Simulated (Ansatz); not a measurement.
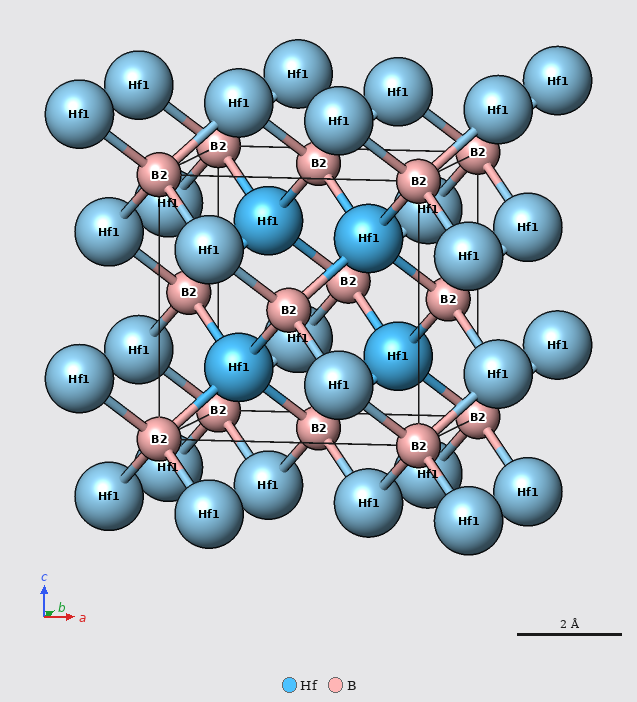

The starting structure (ball-and-stick view of the cell 4 times as large as that of the calculation, set on its symmetry axes, seen slightly off an axis; neighbours outside the cell are drawn fainter; atoms are numbered from 1 in the order of the input). An atom can appear more than once, as a periodic image. Near neighbours in the periodic cell (some may lie outside the picture): Hf has 4 B at 2.23 Å; B has 4 Hf at 2.23 Å.

# HfB: geometry relaxation

HfB (F-43m, 2 atoms in the cell), computed with DFT r2SCAN, scalar-relativistic, plane waves, PAW, no spin polarisation (Ansatz 0.2.0).

The structure was made by swapping elements on the sites of another compound; it need not be a known phase. It belongs to a series of runs on one base structure; here: Ti -> Hf on all its sites, cell and atoms relaxed. Figures and captions count atoms from 1; the log counts them from 0 in places.

Input
```yaml
crystal:
  lattice:
    - [0.0, 2.5773058411, 2.5773058411]
    - [2.5773058411, 0.0, 2.5773058411]
    - [2.5773058411, 2.5773058411, 0.0]
  atoms:
    - { symbol: Hf, position: [0.75, 0.75, 0.75] }
    - { symbol: B, position: [0.0, 0.0, 0.0] }
basis:
  ecutwfc: 500
kpoints:
  mp_grid: { grid: [14, 14, 14] }
hamiltonian:
  xc: r2scan
scf:
  occupations: { method: gaussian, width: 0.1 }
output:
  forces: true
  stress: true
  eigenvalues: true
relax:
  adjacent_minimum: "off"
  f_tol: 0.01
  max_steps: 60
  cell: { stress_tol: 0.1 }
```

Run on 1 thread of Arm Neoverse V1, 24 GiB of memory available, shared host.

Command:
```bash
ansatz run input.yaml --threads 1 --pin off --max-ram 2560MiB --backend cpu --events-out ev --progress --plain --runs-dir out
```

What the program printed
```
Engine: ansatz 0.2.0, aarch64-unknown-linux-gnu
Pseudopotentials: kind: paw
Pseudopotential: Hf, paw, valence charge 26, recommended cutoff 500 eV (meta_gga), Hf.paw.azcp
Pseudopotential: B, paw, valence charge 3, recommended cutoff 500 eV (meta_gga), B.paw.azcp
Functional definition: r2SCAN
  parameter k0 = 0.174
  parameter k1 = 0.065
  parameter a1 = 4.9479
  exchange = r2scan_x(k0 = k0, k1 = k1, a1 = a1)
  correlation = r2scan_c
Crystal: 2 atoms, lattice volume = 34.240 Å³
Basis set: ecut = 500 eV, 893 PW (Γ), exchange–correlation on 108×108×108 points (64 copies of the dense FFT grid, shifted against one another)
Bands: 19, of which v1, the nominal top of the filled ones, is band 15 counted from 1 (14 counted from 0)
Symmetry: 24 space group operations
Space group: F-43m (ITA 216), of the structure as read, at distance tolerance 3.2e-5 Å
k-points: 104 of 2744 (time reversal used)
Non-local potential: Hf, projectors of the file, l = 0: 3, l = 1: 2, l = 2: 2, l = 3: 3
Non-local potential: B, projectors of the file, l = 0: 2, l = 1: 2, l = 2: 1
PAW form: soft (Blöchl's): semilocal exchange-correlation on the pseudo side does not see the compensation charge
PAW frozen core: Hf, regenerated for the run's functional (the file was generated under x = pbe(κ = 0.804, μ = 0.2195149727645171), c = pbe(β = 0.06672455060314922))
PAW frozen core: B, regenerated for the run's functional (the file was generated under x = pbe(κ = 0.804, μ = 0.2195149727645171), c = pbe(β = 0.06672455060314922))
PAW one-centre angular grid: Hf, 974 points (default); XC on 160 Gauss nodes
PAW one-centre angular grid: B, 302 points (default); XC on 160 Gauss nodes
Initial density: superposition of atomic densities (neutral atoms: chi_scale 0, normalization atom), corrected by the library's trained network
Initial wavefunctions: pseudopotential atomic-orbital guess
Functional: x = r2scan, c = r2scan; τ floored in thin density (d = 2e-4 eV/Å³)
SCF iter   1: F=—  HF=-15888.560062 eV  |F-HF|=—  |Δ(HF+E_count)|=         —  Δρ=8.31e-3  dr2=3.21e-2  dr2_τ=1.18e-1  ethr=1.77e-3  ⟨swp⟩=4.1  Hψ=7853  notcnv=0
preconditioner: auto → Kerker (q_TF=auto, 2.654 Å⁻¹)  [metal: Δε(μ)=0.029 eV  Ē_g=18.167 eV  σ=0.100 eV  W_gap=0.16  n_scr=14 (ndim 8)  ℏωp=33.0 eV  f_vac=0.000  D(μ)=1.10/eV (n_scr^D=8)]
SCF iter   2: F=—  HF=-15888.562856 eV  |F-HF|=—  |Δ(HF+E_count)|=   2.79e-3  Δρ=5.16e-3  dr2=1.30e-2  dr2_τ=9.37e-4  ethr=1.11e-4  ⟨swp⟩=2.0  Hψ=4762  notcnv=0  defer=23
SCF iter   3: F=—  HF=-15888.562665 eV  |F-HF|=—  |Δ(HF+E_count)|=   1.91e-4  Δρ=3.79e-3  dr2=7.49e-3  dr2_τ=1.08e-4  ethr=4.49e-5  ⟨swp⟩=2.0  Hψ=2720  notcnv=0  defer=23
SCF iter   4: F=—  HF=-15888.563891 eV  |F-HF|=—  |Δ(HF+E_count)|=   1.23e-3  Δρ=1.87e-3  dr2=2.18e-3  dr2_τ=2.95e-5  ethr=2.58e-5  ⟨swp⟩=1.7  Hψ=2085  notcnv=0  defer=23
SCF iter   5: F=—  HF=-15888.564106 eV  |F-HF|=—  |Δ(HF+E_count)|=   2.15e-4  Δρ=5.03e-4  dr2=1.43e-4  dr2_τ=1.00e-6  ethr=7.51e-6  ⟨swp⟩=2.0  Hψ=2318  notcnv=0  defer=23
SCF iter   6: F=—  HF=-15888.564213 eV  |F-HF|=—  |Δ(HF+E_count)|=   1.06e-4  Δρ=1.15e-4  dr2=6.38e-6  dr2_τ=4.18e-7  ethr=4.93e-7  ⟨swp⟩=2.0  Hψ=2375  notcnv=0  defer=23
SCF iter   7: F=—  HF=-15888.564219 eV  |F-HF|=—  |Δ(HF+E_count)|=   6.64e-6  Δρ=3.23e-5  dr2=4.81e-7  dr2_τ=8.86e-9  ethr=2.20e-8  ⟨swp⟩=2.1  Hψ=3250  notcnv=0  defer=23
SCF iter   8: F=-15888.564219 eV  HF=-15888.564219 eV  |F-HF|=1.23e-8  |Δ(HF+E_count)|=   2.87e-7  Δρ=1.06e-5  dr2=5.46e-8  dr2_τ=2.18e-9  ethr=3.45e-10  ⟨swp⟩=6.8  Hψ=9427  notcnv=0
SCF 1 converged in 8 iterations: F = -15888.564219 eV  dr2 = 5.46e-8
  greatest PAW one-centre occupation: 0.998 electrons in one spin orbital (limit 2), on the Hf atom at site 0 (counted from 0), in its partial waves of l = 3
relax step   1: F+E_penalty+E_count = -15888.56421944 eV  Δ(F+E_penalty+E_count) = +0.000e0 eV  max|allowed force component| = 4.256e-16 eV/Å  Δτ_max = 0.0000 Å  P = +4.971 GPa  Ω = 34.240 Å³  (8 SCF iters, dr2 threshold 1.00e-7 eV, accepted)
Crystal: 2 atoms, lattice volume = 36.053 Å³
Basis set: ecut = 500 eV, 941 PW (Γ), exchange–correlation on 108×108×108 points (64 copies of the dense FFT grid, shifted against one another)
Initial density: handed on by an earlier stage of this run
Initial wavefunctions: those handed on with the density
iter 1 solved again at ethr=3.22e-5 eV; its pass at ethr=3.10e-3 eV (dr2=9.33e-3 eV) is discarded
SCF iter   1: F=—  HF=-15888.532927 eV  |F-HF|=—  |Δ(HF+E_count)|=         —  Δρ=4.36e-3  dr2=9.64e-3  dr2_τ=4.37e-2  ethr=3.22e-5  ⟨swp⟩=1.0  Hψ=11842  notcnv=0
preconditioner: auto → Kerker (q_TF=auto, 2.631 Å⁻¹)  [metal: Δε(μ)=0.024 eV  Ē_g=17.853 eV  σ=0.100 eV  W_gap=0.14  n_scr=14 (ndim 8)  ℏωp=32.1 eV  f_vac=0.000  D(μ)=1.19/eV (n_scr^D=14)]
SCF iter   2: F=—  HF=-15888.587058 eV  |F-HF|=—  |Δ(HF+E_count)|=   5.41e-2  Δρ=3.10e-3  dr2=6.07e-3  dr2_τ=9.04e-5  ethr=3.22e-5  ⟨swp⟩=2.0  Hψ=3952  notcnv=0
SCF iter   3: F=—  HF=-15888.586521 eV  |F-HF|=—  |Δ(HF+E_count)|=   5.38e-4  Δρ=1.22e-3  dr2=4.22e-4  dr2_τ=2.09e-4  ethr=2.09e-5  ⟨swp⟩=2.0  Hψ=3075  notcnv=0
SCF iter   4: F=—  HF=-15888.585989 eV  |F-HF|=—  |Δ(HF+E_count)|=   5.31e-4  Δρ=8.15e-4  dr2=3.59e-4  dr2_τ=1.81e-5  ethr=1.46e-6  ⟨swp⟩=2.2  Hψ=3578  notcnv=0
SCF iter   5: F=—  HF=-15888.585934 eV  |F-HF|=—  |Δ(HF+E_count)|=   5.55e-5  Δρ=3.64e-4  dr2=8.69e-5  dr2_τ=2.99e-6  ethr=1.24e-6  ⟨swp⟩=2.0  Hψ=2384  notcnv=0
SCF iter   6: F=—  HF=-15888.585951 eV  |F-HF|=—  |Δ(HF+E_count)|=   1.74e-5  Δρ=1.32e-4  dr2=6.53e-6  dr2_τ=5.26e-7  ethr=3.00e-7  ⟨swp⟩=2.8  Hψ=3429  notcnv=0
SCF iter   7: F=—  HF=-15888.585956 eV  |F-HF|=—  |Δ(HF+E_count)|=   4.84e-6  Δρ=8.84e-5  dr2=3.15e-6  dr2_τ=1.24e-7  ethr=2.25e-8  ⟨swp⟩=2.0  Hψ=2870  notcnv=0
SCF iter   8: F=—  HF=-15888.585956 eV  |F-HF|=—  |Δ(HF+E_count)|=   1.98e-7  Δρ=3.93e-5  dr2=6.68e-7  dr2_τ=1.95e-8  ethr=1.09e-8  ⟨swp⟩=2.4  Hψ=2700  notcnv=0
SCF iter   9: F=-15888.585956 eV  HF=-15888.585956 eV  |F-HF|=1.05e-8  |Δ(HF+E_count)|=   6.51e-8  Δρ=6.83e-6  dr2=2.42e-8  dr2_τ=7.41e-10  ethr=6.90e-10  ⟨swp⟩=5.9  Hψ=9417  notcnv=0
SCF 2 converged in 9 iterations: F = -15888.585956 eV  dr2 = 2.42e-8
relax step   2: F+E_penalty+E_count = -15888.58595626 eV  Δ(F+E_penalty+E_count) = -2.174e-2 eV  max|allowed force component| = 3.053e-16 eV/Å  Δτ_max = 0.0000 Å  P = -0.883 GPa  Ω = 36.053 Å³  energy of the carried Pulay correction = -1.308e-4 eV  (9 SCF iters, dr2 threshold 2.00e-7 eV, accepted)
Crystal: 2 atoms, lattice volume = 35.767 Å³
iter 1 solved again at ethr=7.58e-7 eV; its pass at ethr=3.10e-3 eV (dr2=2.20e-4 eV) is discarded
SCF iter   1: F=—  HF=-15888.585433 eV  |F-HF|=—  |Δ(HF+E_count)|=         —  Δρ=6.38e-4  dr2=2.03e-4  dr2_τ=9.98e-4  ethr=7.58e-7  ⟨swp⟩=2.0  Hψ=11489  notcnv=0
preconditioner: auto → Kerker (q_TF=auto, 2.635 Å⁻¹)  [metal: Δε(μ)=0.024 eV  Ē_g=17.824 eV  σ=0.100 eV  W_gap=0.14  n_scr=14 (ndim 8)  ℏωp=32.3 eV  f_vac=0.000  D(μ)=1.16/eV (n_scr^D=14)]
SCF iter   2: F=—  HF=-15888.586839 eV  |F-HF|=—  |Δ(HF+E_count)|=   1.41e-3  Δρ=4.76e-4  dr2=1.41e-4  dr2_τ=2.01e-6  ethr=7.00e-7  ⟨swp⟩=2.0  Hψ=3487  notcnv=0
SCF iter   3: F=—  HF=-15888.586813 eV  |F-HF|=—  |Δ(HF+E_count)|=   2.65e-5  Δρ=1.57e-4  dr2=9.11e-6  dr2_τ=4.46e-6  ethr=4.85e-7  ⟨swp⟩=3.0  Hψ=3108  notcnv=0
SCF iter   4: F=—  HF=-15888.586811 eV  |F-HF|=—  |Δ(HF+E_count)|=   2.19e-6  Δρ=9.23e-5  dr2=4.73e-6  dr2_τ=1.28e-7  ethr=3.14e-8  ⟨swp⟩=2.0  Hψ=3233  notcnv=0
SCF iter   5: F=—  HF=-15888.586810 eV  |F-HF|=—  |Δ(HF+E_count)|=   4.26e-7  Δρ=5.48e-5  dr2=1.87e-6  dr2_τ=7.93e-8  ethr=1.63e-8  ⟨swp⟩=2.0  Hψ=3222  notcnv=0
SCF iter   6: F=—  HF=-15888.586810 eV  |F-HF|=—  |Δ(HF+E_count)|=   3.14e-7  Δρ=2.56e-5  dr2=2.90e-7  dr2_τ=1.40e-8  ethr=6.45e-9  ⟨swp⟩=3.0  Hψ=3367  notcnv=0
SCF iter   7: F=-15888.586811 eV  HF=-15888.586811 eV  |F-HF|=1.04e-8  |Δ(HF+E_count)|=   1.32e-7  Δρ=1.28e-5  dr2=6.04e-8  dr2_τ=2.64e-9  ethr=6.90e-10  ⟨swp⟩=5.5  Hψ=9181  notcnv=0
SCF 3 converged in 7 iterations: F = -15888.586811 eV  dr2 = 6.04e-8
relax step   3: F+E_penalty+E_count = -15888.58681055 eV  Δ(F+E_penalty+E_count) = -8.543e-4 eV  max|allowed force component| = 2.405e-16 eV/Å  Δτ_max = 0.0000 Å  P = -0.047 GPa  Ω = 35.767 Å³  energy of the carried Pulay correction = -1.107e-4 eV  (7 SCF iters, dr2 threshold 2.00e-7 eV, accepted)
Initial wavefunctions: pseudopotential atomic-orbital guess (no wavefunctions were taken with the density)
iter 1 solved again at ethr=2.12e-8 eV; its pass at ethr=3.10e-3 eV (dr2=6.15e-6 eV) is discarded
SCF iter   1: F=—  HF=-15888.586938 eV  |F-HF|=—  |Δ(HF+E_count)|=         —  Δρ=2.55e-5  dr2=7.50e-8  dr2_τ=1.02e-7  ethr=2.12e-8  ⟨swp⟩=4.0  Hψ=13991  notcnv=0
preconditioner: auto → Kerker (q_TF=auto, 2.635 Å⁻¹)  [metal: Δε(μ)=0.025 eV  Ē_g=17.830 eV  σ=0.100 eV  W_gap=0.14  n_scr=14 (ndim 8)  ℏωp=32.3 eV  f_vac=0.000  D(μ)=1.16/eV (n_scr^D=14)]
SCF iter   2: F=—  HF=-15888.586940 eV  |F-HF|=—  |Δ(HF+E_count)|=   2.72e-6  Δρ=1.36e-5  dr2=2.66e-8  dr2_τ=6.27e-9  ethr=2.58e-10  ⟨swp⟩=2.0  Hψ=3167  notcnv=0
SCF iter   3: F=—  HF=-15888.586941 eV  |F-HF|=—  |Δ(HF+E_count)|=   8.73e-8  Δρ=4.97e-6  dr2=5.14e-9  dr2_τ=7.60e-10  ethr=9.17e-11  ⟨swp⟩=2.0  Hψ=3077  notcnv=0
SCF iter   4: F=—  HF=-15888.586941 eV  |F-HF|=—  |Δ(HF+E_count)|=   1.10e-8  Δρ=1.80e-6  dr2=1.43e-9  dr2_τ=4.01e-11  ethr=1.77e-11  ⟨swp⟩=2.0  Hψ=3487  notcnv=0
SCF iter   5: F=—  HF=-15888.586941 eV  |F-HF|=—  |Δ(HF+E_count)|=   1.47e-9  Δρ=7.91e-7  dr2=2.29e-10  dr2_τ=5.44e-11  ethr=4.94e-12  ⟨swp⟩=2.0  Hψ=3388  notcnv=0
SCF iter   6: F=-15888.586941 eV  HF=-15888.586941 eV  |F-HF|=1.46e-11  |Δ(HF+E_count)|=  2.22e-10  Δρ=2.52e-7  dr2=2.14e-11  dr2_τ=1.80e-12  ethr=1.00e-12  ⟨swp⟩=4.8  Hψ=7308  notcnv=0
SCF 4 converged in 6 iterations: F = -15888.586941 eV  dr2 = 2.14e-11
relax step   4: F+E_penalty+E_count = -15888.58694059 eV  Δ(F+E_penalty+E_count) = -1.300e-4 eV  max|allowed force component| = 3.053e-16 eV/Å  Δτ_max = 0.0000 Å  P = -0.043 GPa  Ω = 35.767 Å³  stress off target by 4.32e-2 GPa  SCF on the basis re-selected at this cell (its energy is not comparable with the rows above)  (6 SCF iters)
```

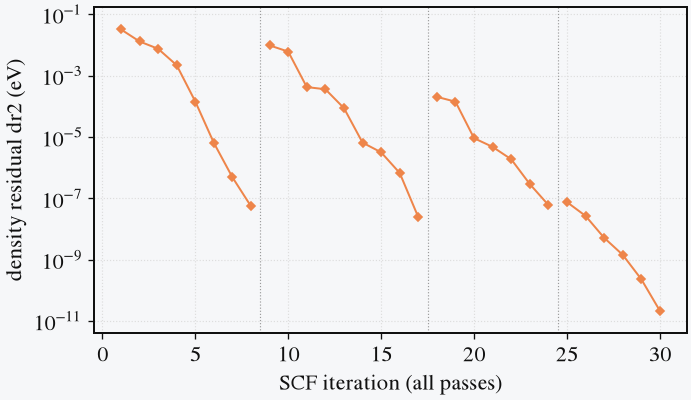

Convergence of the self-consistent field: density residual dr2 against the SCF iteration. The dotted lines part the SCF passes of the relaxation: geometry steps, rejected trials and re-solves on a re-selected basis. The passes take 8, 9, 7 and 6 iterations.

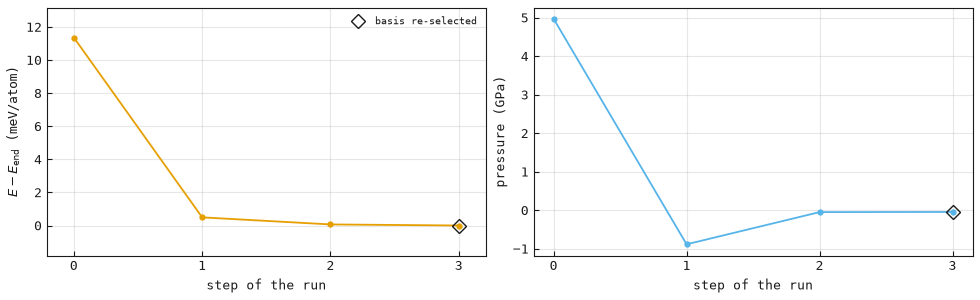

Progress of the relaxation, step by step (the first geometry is step 0 here and step 1 in the log).

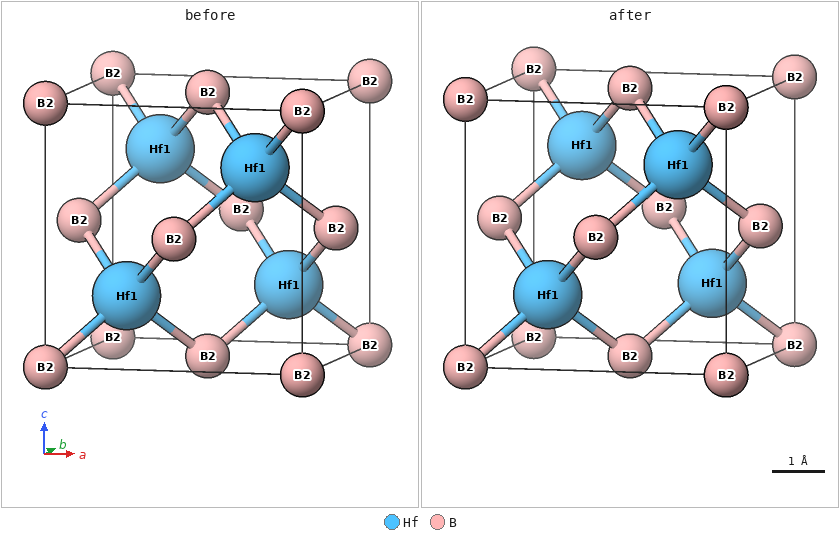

Before (left) and after (right) the relaxation, at one scale (ball-and-stick view of the cell 4 times as large as that of the calculation, set on its symmetry axes, seen slightly off an axis). After 2 geometry steps the energy has fallen by 11.3 meV per atom. All forces vanish by symmetry, so only the cell relaxes. Pressure: 4.97 GPa at the start and −0.04 GPa at the end. The atoms keep their places relative to the cell (all moves are under 0.005 Å). Cell: a = b = c 5.155 → 5.230 Å (+1.5 %). Volume +4.5 %. Among the contacts that change: Hf1–B2 2.232 → 2.265 Å. The space group stays F-43m (No. 216). A last SCF at the same geometry on a re-selected plane-wave basis shifts the energy by −0.1 meV per atom. (Atoms are counted from 1 in the order of the input.)

```
basis re-selected at this cell: Δ(F+E_penalty+E_count) = -1.300e-4 eV, ΔP = +0.004 GPa vs the last step (what re-selecting the basis moved, of the pressure what is left beyond the Pulay correction that the steps carried, after the strain that the cell walked since its last selection, with what the two solves' SCF thresholds leave and, on support functions, any second-order correction that the steps lacked; it is no measure of the basis error at this ecutwfc). This SCF's stress stands 4.32e-2 GPa from its target on what of the cell is left free (relax.cell.stress_tol is 1.00e-1 GPa) and its largest allowed force component is 3.05e-16 eV/Å (relax.f_tol is 1.00e-2 eV/Å): within both
SCF converged after 6 iterations
Free energy (F): -15888.586941 eV
Harris-Foulkes:  -15888.586941 eV  (|F-HF|=1.46e-11)
Internal energy: -15888.581137 eV  (E = F + TS)
E sigma→0 (E₀):  -15888.584039 eV
Entropy (-TS):   -0.005803 eV (-2.902 meV/atom)
Fermi energy:    12.744837 eV
--- Per-component energies (eV) ---
  E_band       = -118.877927
  E_kinetic    = 469.757624
  E_local      = -6109.046197  (includes V_loc(G=0)·N_el)
  E_nonlocal   = -1235.323719
  E_hartree    = 2826.719065
  E_xc         = -313.183996
  E_vxc        = -332.105840  (∫ρ·V_xc dr)
  E_paw        = -7032.200593  (= ΣΔE_a)
  E_vpaw       = 1418.150920  (= ΣTr[D̂ρ^β])
  E_aug_tail   = -0.000003  (compensation charges beyond the density's cutoff)
  E_vtau       = 16.251007  (kinetic-family band-sum trace: ∫τ·v_τ [+ j·A + Jᵃ·Aᵃ] dr)
  E_ewald      = -4495.606399
  E_core_change = 0.303080  (= ΣΔE_core)
  E_smearing   = -0.005803  (= −TS)
  E_closure    = 0.000000  (closes the sum)
  Σ components = -15888.586941   (vs F -15888.586941, Δ=0.00e0)
--- Forces (eV/Å), atoms counted from 1 ---
  atom   1  Hf    -0.00000000    -0.00000000    -0.00000000
  atom   2  B      0.00000000     0.00000000     0.00000000
  max |Σ_I F_I| component: 2.78e-16 eV/Å
--- Stress (GPa, compression-positive) ---
       -0.043224      -0.000000      -0.000000
       -0.000000      -0.043224      -0.000000
       -0.000000      -0.000000      -0.043224
  P = ⅓ Tr σ = -0.0432 GPa (-0.432 kbar)
--- Band table (eV; the first three rows and the last of 104) ---
  k-point 0: bands = ["-50.0843", "-18.0540", "-18.0540", "-18.0540", "1.4037", "1.4505", "1.4505", "1.4505", "1.4835", "1.4835", "1.4835", "4.2160", "11.4489", "11.4489", "11.4489", "16.3744", "16.3744", "19.1831", "22.9102"]
  k-point 1: bands = ["-50.0839", "-18.0647", "-18.0556", "-18.0556", "1.4063", "1.4505", "1.4511", "1.4511", "1.4824", "1.4824", "1.4836", "4.3077", "11.3569", "11.4938", "11.4938", "16.3130", "16.3130", "19.3772", "22.7227"]
  k-point 2: bands = ["-50.0828", "-18.0947", "-18.0603", "-18.0603", "1.4129", "1.4508", "1.4528", "1.4528", "1.4792", "1.4792", "1.4837", "4.5727", "11.1240", "11.6145", "11.6145", "16.1856", "16.1856", "19.8304", "22.3299"]
  k-point 103: bands = ["-50.0735", "-18.2155", "-18.1787", "-18.1379", "1.4544", "1.4546", "1.4584", "1.4634", "1.4654", "1.4660", "1.4717", "7.3432", "10.4955", "11.8141", "13.3496", "13.8918", "16.6206", "17.8489", "19.0414"]
--- Relaxed structure (3 steps of the walk, 3 accepted, 1 SCFs on fresh bases) ---
  F+E_penalty+E_count = -15888.58694059 eV   max|allowed force component| = 3.053e-16 eV/Å   (the final SCF, on the basis selected at the relaxed cell)
  cell:  # Å, volume = 35.7670 Å³
    - [5.09537203289559e-33, 2.61507494823683, 2.61507494823683]
    - [2.61507494823683, 8.611178735593546e-33, 2.61507494823683]
    - [2.61507494823683, 2.61507494823683, 8.203548972961899e-33]
  atoms:
    - { symbol: Hf, position: [0.7499999999999999, 0.7499999999999999, 0.7499999999999999] }
    - { symbol: B, position: [9.480922201683302e-34, -8.951609632131196e-34, -1.7949923314516994e-33] }
```

Trajectory as extended XYZ (Å, eV, eV/Å), 4 frames, from step=1 to step=4
```
2
Lattice="0.0000 2.5773 2.5773 2.5773 0.0000 2.5773 2.5773 2.5773 0.0000" Properties=species:S:1:pos:R:3:forces:R:3 step=1 energy=-15888.56422 pressure_GPa=4.97
Hf    3.8660    3.8660    3.8660    0.0000   0.0000   0.0000
B     0.0000    0.0000    0.0000    0.0000   0.0000   0.0000
2
Lattice="0.0000 2.6220 2.6220 2.6220 0.0000 2.6220 2.6220 2.6220 0.0000" Properties=species:S:1:pos:R:3:forces:R:3 step=2 energy=-15888.58596 pressure_GPa=-0.88
Hf    3.9330    3.9330    3.9330    0.0000   0.0000   0.0000
B     0.0000    0.0000    0.0000    0.0000   0.0000   0.0000
2
Lattice="0.0000 2.6151 2.6151 2.6151 0.0000 2.6151 2.6151 2.6151 0.0000" Properties=species:S:1:pos:R:3:forces:R:3 step=3 energy=-15888.58681 pressure_GPa=-0.05
Hf    3.9226    3.9226    3.9226    0.0000   0.0000   0.0000
B     0.0000    0.0000    0.0000    0.0000   0.0000   0.0000
2
Lattice="0.0000 2.6151 2.6151 2.6151 0.0000 2.6151 2.6151 2.6151 0.0000" Properties=species:S:1:pos:R:3:forces:R:3 step=4 energy=-15888.58694 pressure_GPa=-0.04
Hf    3.9226    3.9226    3.9226    0.0000   0.0000   0.0000
B     0.0000    0.0000    0.0000    0.0000   0.0000   0.0000
```

Results in brief

| quantity | value |
| --- | --- |
| outcome | converged |
| space group (tolerance 0.01 Å) | F-43m (216) |
| electrons treated | 29 |
| free energy | −15888.5869 eV |
| Fermi energy | 12.745 eV |
| gap on the k-point mesh | none (metallic) |
| pressure | −0.04 GPa |
| final volume | 35.77 Å³ |
| largest force (length of the vector) at the end | under 0.001 eV/Å |
| final cell | a = 3.698 Å, b = 3.698 Å, c = 3.698 Å, α = 60.00°, β = 60.00°, γ = 60.00° |
| wall time | 67 s |
| peak memory | 0.49 GiB |

Remarks

Spin–orbit coupling is left out, which matters for Hf.
